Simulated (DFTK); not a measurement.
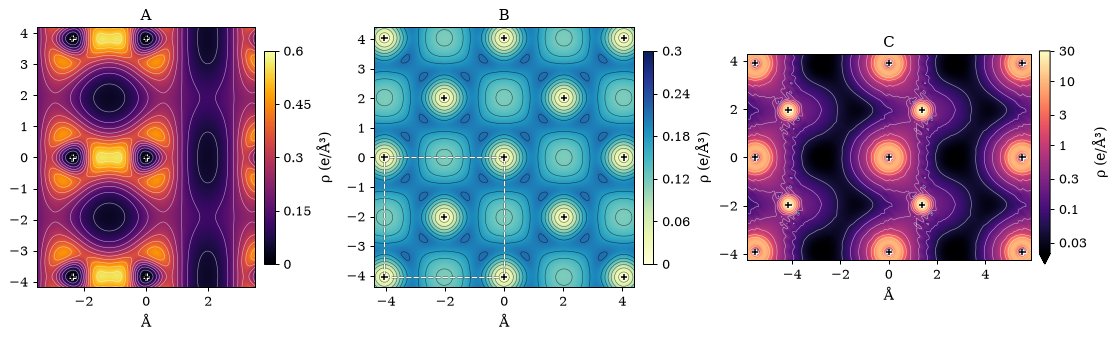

The valence electron density of 3 systems, each on a plane through atoms (crosses mark nuclei in the plane).

Method: DFTK 0.8.2, Kohn-Sham DFT of a periodic cell, PBEsol, dojo.nc.sr.PBEsol.v0_4_1.standard.upf.

System 1: Si, the (11̄0) plane of the conventional cell. Space group P6₃/mmc; a structure from a database of computed crystals, not necessarily the ambient phase.

```cif
data_structure
_symmetry_space_group_name_H-M 'P 1'
_symmetry_Int_Tables_number 1
_cell_length_a 3.8313
_cell_length_b 3.8313
_cell_length_c 6.3326
_cell_angle_alpha 90.000
_cell_angle_beta 90.000
_cell_angle_gamma 120.000
_cell_volume 80.50
loop_
_atom_site_label
_atom_site_type_symbol
_atom_site_fract_x
_atom_site_fract_y
_atom_site_fract_z
_atom_site_occupancy
Si1 Si 0.66667 0.33333 0.93699 1
Si2 Si 0.33333 0.66667 0.43699 1
Si3 Si 0.66667 0.33333 0.56301 1
Si4 Si 0.33333 0.66667 0.06301 1
```

System 2: Al, the (001) plane of the conventional cell. Space group Fm-3m; computed pressure about −2 GPa in this cell.

System 3: BeTe, the (011) plane of the conventional cell. Space group F-43m; computed pressure about 2 GPa in this cell.

Question: Which map belongs to which system?

Answer: Panel A is system 1, Si: the plane holds Si. Si–Si (2.37 Å): ρ at the midpoint is about 0.55 e/Å³. Panel B is system 2, Al: the plane holds Al. Al–Al (2.86 Å): ρ at the midpoint is about 0.2 e/Å³. Panel C is system 3, BeTe: the plane holds Te and Be. Be–Te (2.40 Å): ρ at the midpoint is about 0.53 e/Å³.
